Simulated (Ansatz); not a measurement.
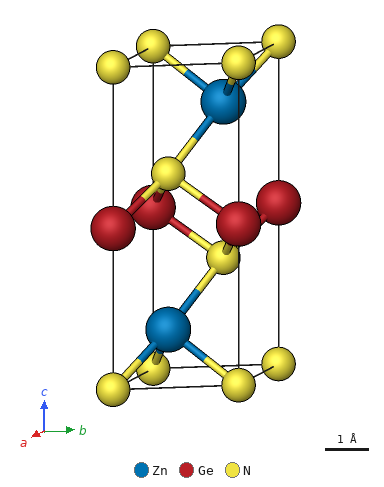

Structure drawing (ball-and-stick), viewed slightly off an axis. Thin lines show the conventional unit cell, with boundary atoms drawn in all their periodic places. Cell: a = 3.00 Å, b = 3.00 Å, c = 7.67 Å, α = 90.00°, β = 90.00°, γ = 120.00°.

Provenance: a structure type filled with these elements by a generator (whether the compound takes this form wasn't checked). Earlier steps of the study may have refined or changed the cell and positions. Ansatz was used for an electronic-structure calculation on it.

**State composition, symmetry and coordination.**

It has the composition Zn$_{2}$GeN$_{3}$. Symmetry: P-3m1 (No. 164), primitive hexagonal lattice. Cell content 2 Zn, 1 Ge, 3 N; Z = 1. The Zn atoms are each bonded to six N in a distorted octahedral arrangement at about 2.1 to 2.3 Å. Ge is linked to six N in an octahedral arrangement at about 2.1 Å. N takes two kinds of site: 2d with three Zn and three Ge in a distorted octahedral arrangement (about 2.3 Å to Zn, 2.1 Å to Ge); 1a with six Zn in an octahedral arrangement at about 2.1 Å. The bonds build a three-dimensional framework.

Method used: DFT PBE, scalar-relativistic, plane waves, PAW in Ansatz. It ran with a kinetic-energy cutoff of 420 eV, k-grid 12×12×6, Gaussian smearing of 0.1 eV, no spin polarisation.

**Is the electronic structure metallic or gapped?**

A metal: bands cross the Fermi level.

**How are the electrons shared out in a Bader analysis?**

Zn +1.15 e; Ge +1.95 e; N -1.49 to -1.28 e.

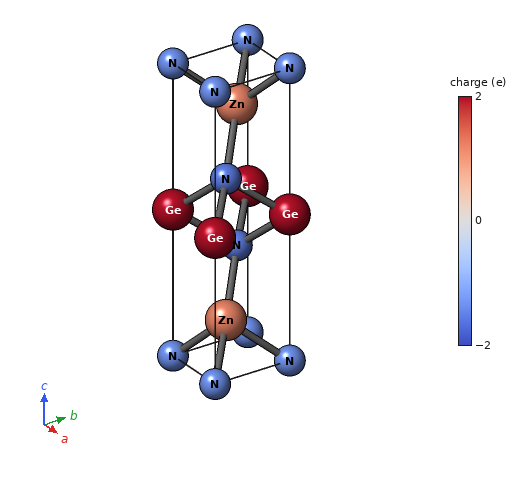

The atoms coloured by those charges. The run's cell of 6 atoms is drawn.

**Do the forces and the stress vanish for this geometry?**

Yes. All forces vanish to within 0.01 eV/Å. The pressure is 0.0 GPa, close to zero.
